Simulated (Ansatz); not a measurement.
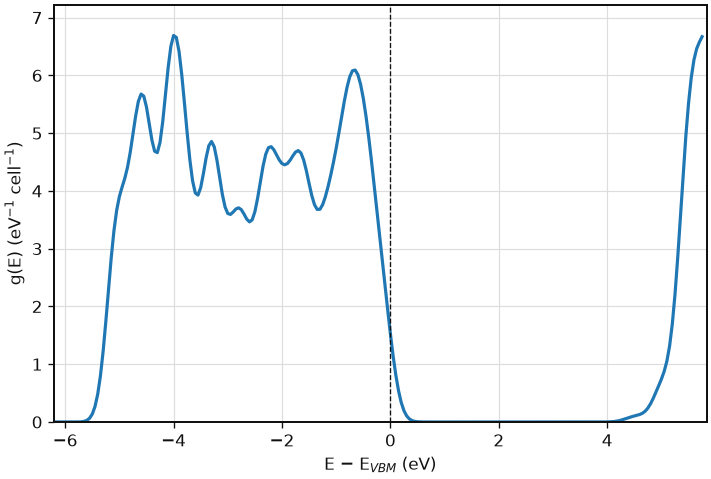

Density of states. Energies are counted from the top of the valence band. The curve is built from the levels of the k mesh with Gaussians 0.4 eV wide, which also blur the band edges.

Calculation on TiO$_{2}$, space group I4_1/amd, 6 atoms in the cell.

Level of theory: DFT, PBE0, plane waves, PAW, no spin polarisation, 6×6×6 k mesh, 420 eV cutoff; code Ansatz 0.2.0.

Question: Is there a gap at the Fermi level, and how wide?

Answer: There is a gap; over the k points computed it is 4.44 eV (indirect; the smallest direct gap is 4.73 eV).

Question: How wide is the upper valence band?

Answer: The upper group of valence states starts about 5.2 eV under the valence-band top, with a gap beneath it; it holds about 24 electrons a cell.
